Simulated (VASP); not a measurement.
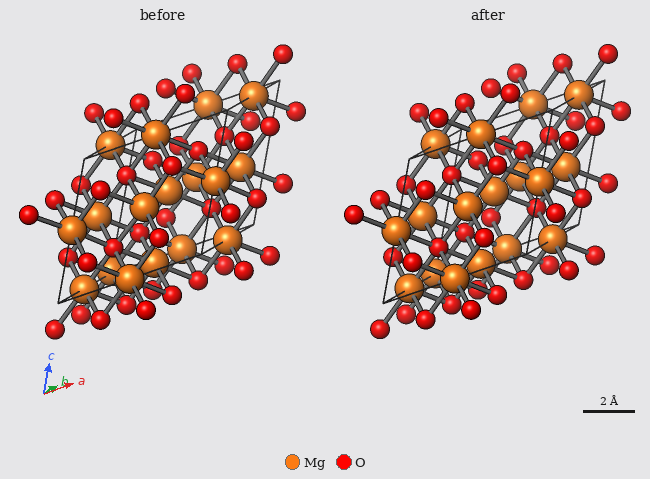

The structure of a defect cell of composition Mg$_{8}$O$_{7}$ before (left) and after (right) a relaxation, at one scale.

A ball-and-stick model of the cell of the calculation, reduced to other axes, seen from a free direction. Lengths and directions refer to the drawn axes.

The run lets the atoms move in a fixed cell.

The calculation used VASP 6.6.1, Kohn-Sham DFT of a periodic cell, PBE, VASP PAW PBE potentials, recommended.

The input:
```
SYSTEM = Mg8O7
PREC     = Normal         ! precision mode
ENCUT    = 450            ! plane-wave cutoff, eV
EDIFF    = 1E-6           ! SCF threshold, eV
ISMEAR   = 0              ! smearing method
SIGMA    = 0.01           ! smearing width, eV
LREAL    = Auto         
LASPH    = .True.         ! aspherical terms in the spheres
NELM     = 80             ! most SCF steps
ALGO     = Normal         ! electronic algorithm
ISIF     = 2              ! what is computed and relaxed
LWAVE    = .False.        ! write WAVECAR
LCHARG   = .False.        ! write CHGCAR
GGA      = PE             ! functional
IBRION   = 2              ! ionic algorithm
NSW      = 70             ! ionic steps
EDIFFG   = -0.025         ! ionic threshold
ICORELEVEL= 1            
ISYM     = 0
```

Command:
```bash
cat potpaw_PBE.64/Mg/POTCAR potpaw_PBE.64/O/POTCAR > POTCAR
mpirun -np 2 vasp_std > vasp.out
```

Question: Summarise the run.

Answer: The energy falls by 0.183 eV per cell of the calculation in 9 geometry steps. The largest force component goes from 1.2 to 0.0084 eV/Å. The atom that moves furthest is a Mg atom (0.096 Å along [−1 1 −2]). Largest moves by element: Mg 0.096 Å, O 0.014 Å. The lattice vectors keep their values. Some distances before and after: Mg–O 2.227 → 2.123 Å, Mg–O 2.019 → 2.122 Å, Mg–O 2.194 → 2.122 Å, Mg–O 2.052 → 2.123 Å. Among the angles between lasting bonds that change: O–Mg–O 174.2° → 179.8°, Mg–O–Mg 84.7° → 90.0°, O–Mg–O 174.9° → 179.7°.

Limits of the set-up: the periodic images lie only 6.0 Å apart, so the values are limited by the cell's size.
